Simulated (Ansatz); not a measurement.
System: Cs, space group P6_3/mmc (No. 194).

The given structure:
```
CELL_PARAMETERS angstrom
5.56591 0.00000 0.00000
-2.78295 4.82022 0.00000
0.00000 0.00000 18.52158
ATOMIC_POSITIONS crystal
Cs 0.00000 0.00000 0.00000
Cs 0.33333 0.66667 0.25000
Cs 0.00000 0.00000 0.50000
Cs 0.66667 0.33333 0.75000
```

Input of one of the runs behind the figure:
```
crystal:
  lattice:
    - [5.5659085693, 0.0, 0.0]
    - [-2.7829542847, 4.8202182162, 0.0]
    - [0.0, 0.0, 18.52157517]
  atoms:
    - { symbol: Cs, position: [0.0, 0.0, 0.0] }
    - { symbol: Cs, position: [0.33333333, 0.66666667, 0.25] }
    - { symbol: Cs, position: [0.0, 0.0, 0.5] }
    - { symbol: Cs, position: [0.66666667, 0.33333333, 0.75] }
basis:
  ecutwfc: 500
kpoints:
  mp_grid: { grid: [9, 9, 4] }
hamiltonian:
  xc: r2scan
scf:
  occupations: { method: gaussian, width: 0.1 }
output:
  forces: true
  stress: true
  eigenvalues: true
relax:
  adjacent_minimum: "off"
  f_tol: 0.005
  max_steps: 80
  cell: { stress_tol: 0.05 }
```

Command:
```bash
ansatz run input.yaml --threads 1 --pin off --max-ram 2560MiB --backend cpu --events-out ev --progress --plain --runs-dir out
```

Method: third-order Birch-Murnaghan fit to density functional energies at scaled volumes of the given relaxed cell, shape and atoms relaxed at each volume; energies count from the fitted minimum; plane waves with PAW datasets, Γ-centred k mesh (Ansatz 0.2.0). Level: r2SCAN, no spin polarisation.

wave cutoff 500 eV; k mesh 9×9×4; occupations Gaussian; smearing width 0.1 eV.

Describe the result: the energy above the minimum and pressure against volume. The volume takes the values 116.8, 120.5, 124.2, 128.0, 131.7 Å³/atom.

A third-order Birch–Murnaghan fit gives V0 = 123.94 Å³/atom, B0 = 1.8 GPa and B′ = 3.3. The energy above the minimum is 2.5 meV/atom at volume 116.8 Å³/atom and 2.5 meV/atom at 131.7 Å³/atom; the lowest computed point is at volume 124.2 Å³/atom (0.0 meV/atom). The pressure falls from 0.12 GPa at volume 116.8 Å³/atom to −0.10 GPa at 131.7 Å³/atom, and changes sign near 124.2 Å³/atom. The solid is metallic at every point.

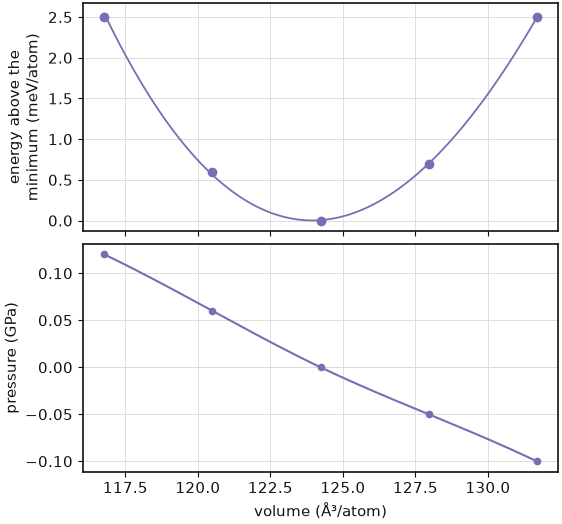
